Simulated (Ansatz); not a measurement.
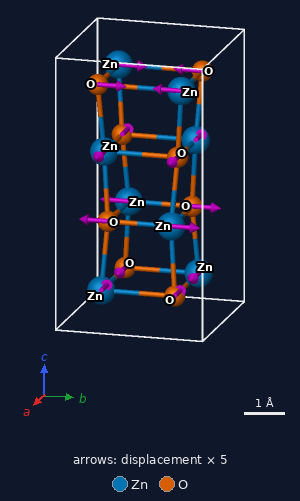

This is a relaxation of a crystal of ZnO (a generated structure, set up in I-42d) (coarse preliminary run). The starting structure is drawn; purple arrows show the displacements (the part carried along by the change of the cell is left out), magnified 5 times.

A ball-and-stick model of the conventional cell (2 times the calculation's cell), seen slightly off an axis. Lengths and directions refer to the drawn axes.

Computed with DFT PBE, scalar-relativistic, plane waves, PAW (Ansatz 0.2.0). (plane-wave cutoff 420 eV; k-point mesh 6 × 6 × 6; occupations gaussian; smearing width 0.1 eV; no spin polarisation; cell and atoms relaxed; force threshold 0.04 eV/Å; at most 70 steps)

Question: What did the optimiser do to the structure, and how much energy did it gain?

Answer: The largest moves relative to the cell, 0.15 Å, are those of Zn and O atoms. Largest moves by element: O 0.15 Å, Zn 0.15 Å. Cell: a = b 3.829 → 4.338 Å (+13.3 %), c 7.084 → 8.627 Å (+21.8 %). Volume +56.3 %. Some distances before and after: O–Zn 1.646 → 2.169 Å, O–Zn 1.781 → 2.157 Å, O–Zn 1.914 → 2.169 Å, O–Zn 2.183 → 2.169 Å. Bond angles that change, for instance: Zn–O–Zn 171.3° → 180.0°, O–Zn–O 171.3° → 180.0°, Zn–O–Zn 94.3° → 90.0°. The space group (tolerance 0.01 Å) goes from I-42d (No. 122) to I4/mmm (No. 139). Over 8 accepted moves (10 points after the start) the energy falls by 2118 meV per atom. Largest force component: 8.6 eV/Å at the start, 0.00013 eV/Å at the end. Pressure: 240.01 GPa at the start and 0.02 GPa at the end. At 2 points the geometry stayed and the basis and grid were re-selected for the new cell (energy shift of 119 meV per atom at most each time). The run took 120 s on 1 thread of Arm Neoverse V1, on a shared host, peak memory 0.38 GiB.
